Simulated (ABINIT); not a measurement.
# Dielectric calculation of SnO2 (part 3 of 3)

Continued. System: SnO2 (R-3m, 3 atoms in the cell). Method: Kohn-Sham DFT of a periodic cell, LDA, PseudoDojo NC SR LDA v0.4.1 standard, no spin polarisation (ABINIT 10.8.3); cutoff 952.4 eV, 6×6×6 k-mesh, fixed occupations. The structure derives from a Materials Project entry.

Geometry of the input (Å; fractional positions):
```
1.6171  0.9336  4.8006
-1.6171  0.9336  4.8006
0.0000  -1.8673  4.8006
Sn 0.5000  0.5000  0.5000
O  0.7628  0.7628  0.7628
O  0.2372  0.2372  0.2372
```

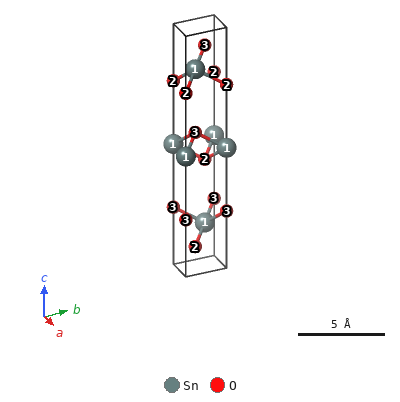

**Figure 1.** The input geometry (ball-and-stick view of the cell 3 times as large as that of the calculation, set on its symmetry axes, seen slightly off an axis; atoms are numbered from 1 in the order of the input). An atom can appear more than once, as a periodic image.

File anaddb.abo, continued
```
 The violation of the charge neutrality conditions
 by the effective charges is as follows :
    atom        electric field
 displacement     direction
       1               1       -0.017097        0.000000
       1               2       -0.000000        0.000000
       1               3       -0.000000        0.000000
       2               1        0.000000        0.000000
       2               2       -0.017097        0.000000
       2               3       -0.000000        0.000000
       3               1        0.000000        0.000000
       3               2        0.000000        0.000000
       3               3       -0.002229        0.000000

 Effective charge tensors after
 imposition of the charge neutrality (if requested by user),
 and eventual restriction to some part :
   atom    displacement
         1         1    4.537168E+00    2.409522E-16    5.217015E-17
         1         2   -1.542495E-16    4.537168E+00   -9.264416E-16
         1         3    8.834298E-17    6.881941E-17    1.936417E+00
         2         1   -2.268584E+00   -1.204761E-16   -2.608507E-17
         2         2    7.712474E-17   -2.268584E+00    4.632209E-16
         2         3   -4.417149E-17   -3.440971E-17   -9.682085E-01
         3         1   -2.268584E+00   -1.204761E-16   -2.608507E-17
         3         2    7.712474E-17   -2.268584E+00    4.632209E-16
         3         3   -4.417149E-17   -3.440971E-17   -9.682085E-01
 Now, the imaginary part of the dynamical matrix is zeroed

================================================================================

 anaddb : the run completed successfully.
```

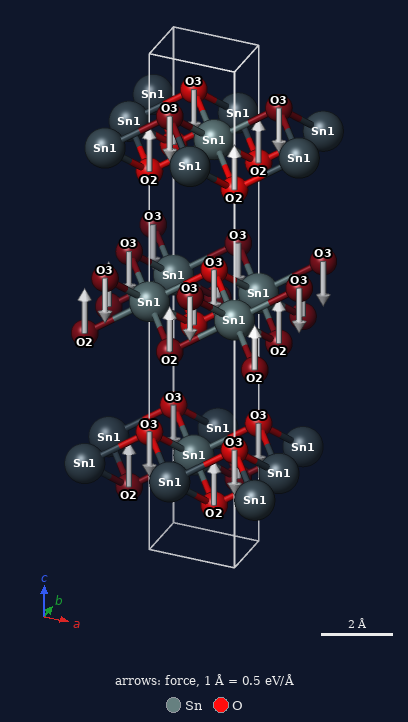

**Figure 2.** Forces on the atoms as white arrows (ball-and-stick view of the cell 3 times as large as that of the calculation, set on its symmetry axes, seen slightly off an axis; neighbours outside the cell are drawn fainter; atoms are numbered from 1 in the order of the input). The largest act on O2, O3 (0.66 eV/Å). The geometry is not a stationary point of this energy.

Summary

| quantity | value |
| --- | --- |
| outcome | converged |
| space group (tolerance 0.01 Å) | R-3m (166) |
| electrons treated | 26 |
| free energy | −3036.6597 eV |
| Fermi energy | 1.757 eV |
| pressure | −10.07 GPa |
| largest force (length of the vector) | 0.661 eV/Å |
| ε∞ (xx, yy, zz) | 4.69, 4.69, 2.91 |
| Born charges (mean of the diagonal) | Sn1 (3.67 e); O2, O3 (−1.84 e) |
| wall time | 18 min (CPU time 72 min) |
| peak memory | 0.64 GiB |

Points of doubt noted for this run: cutoff too low for stress. The cell is under a tension of 10.1 GPa at this level, so it is not at its equilibrium volume.
